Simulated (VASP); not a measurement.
Ir

```cif
data_structure
_symmetry_space_group_name_H-M 'P 1'
_symmetry_Int_Tables_number 1
_cell_length_a 3.8165
_cell_length_b 3.8336
_cell_length_c 8.5002
_cell_angle_alpha 90.000
_cell_angle_beta 90.000
_cell_angle_gamma 90.000
_cell_volume 124.37
loop_
_atom_site_label
_atom_site_type_symbol
_atom_site_fract_x
_atom_site_fract_y
_atom_site_fract_z
_atom_site_occupancy
Ir1 Ir 0.00000 0.50000 0.64415 1
Ir2 Ir 0.00000 0.00000 0.14415 1
Ir3 Ir 0.50000 0.50000 0.14415 1
Ir4 Ir 0.50000 0.00000 0.64415 1
Ir5 Ir 0.00000 0.50000 0.35585 1
Ir6 Ir 0.00000 0.00000 0.85585 1
Ir7 Ir 0.50000 0.50000 0.85585 1
Ir8 Ir 0.50000 0.00000 0.35585 1
```

Space group Fmmm; a generated structure, not necessarily the stable one.

Computed with Kohn-Sham DFT of a periodic cell, PBEsol, VASP PAW PBE potentials, recommended in VASP.

What can the converged valence pseudo-density and electron localisation function tell about the bonding?

Ir–Ir (2.70 Å): ρ is about 0.44 e/Å³ halfway; the ELF is about 0.40 at the midpoint.

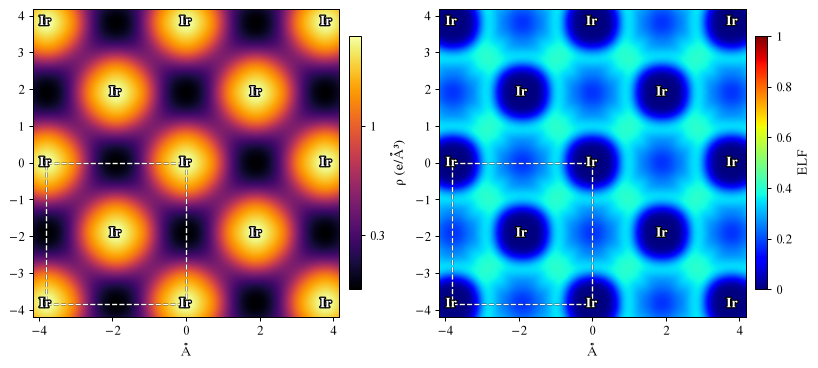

Computed valence pseudo-density and electron localisation function on the (001) plane of the conventional cell, in this order. 

The density is the valence pseudo-density of a PAW calculation; it isn't the true density close to the nuclei.
